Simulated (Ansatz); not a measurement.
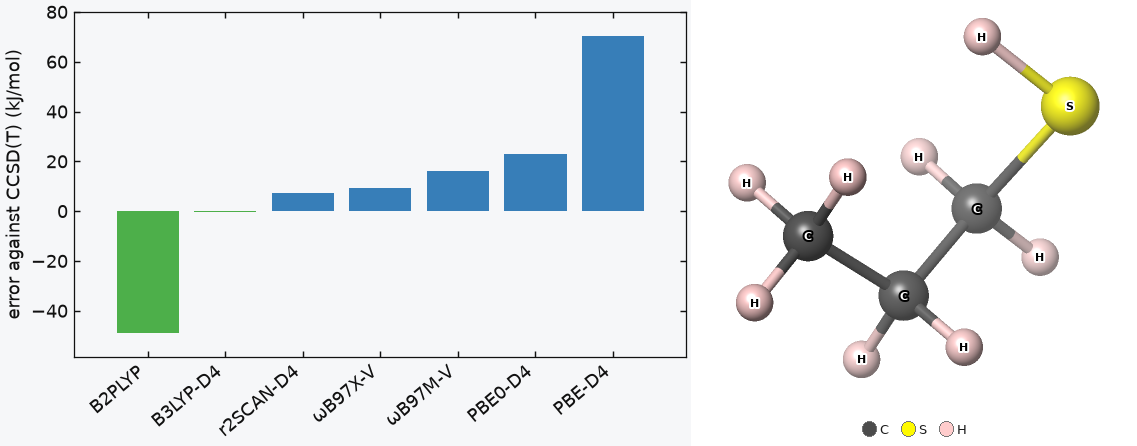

Error in the electronic atomisation energy (method less reference, so positive means overbinding) of C₃H₈S, SMILES CCCS: functionals in def2-TZVPP against frozen-core CCSD(T) at the limit (MP2 extrapolated from triple and quadruple zeta, plus CCSD(T) less MP2 in a smaller set), which gives 4454.6 kJ/mol, at a PBE0-D4/def2-TZVP geometry (no frequency check), no zero-point or spin-orbit term, the Ansatz code. The reference leaves out core correlation, a term that grows with the number of heavy atoms. B2PLYP holds a correlation term that converges slowly with the basis, so part of the distance to the limit is basis error. No dispersion term is added to B2PLYP.

### Which of these levels overbind, and which underbind?

Overbind: PBE0-D4 and PBE-D4. Underbind: B2PLYP. Within 20 kJ/mol of zero, too close to call in view of what the reference leaves out: B3LYP-D4, r2SCAN-D4, ωB97X-V and ωB97M-V.

### Give the values.

| level | kJ/mol |
| --- | --- |
| B2PLYP | −48.9 |
| B3LYP-D4 | −0.5 |
| r2SCAN-D4 | 7.3 |
| ωB97X-V | 9.2 |
| ωB97M-V | 16.0 |
| PBE0-D4 | 23.1 |
| PBE-D4 | 70.5 |

Caveats, for all or some of the runs: one conformer of a flexible molecule.
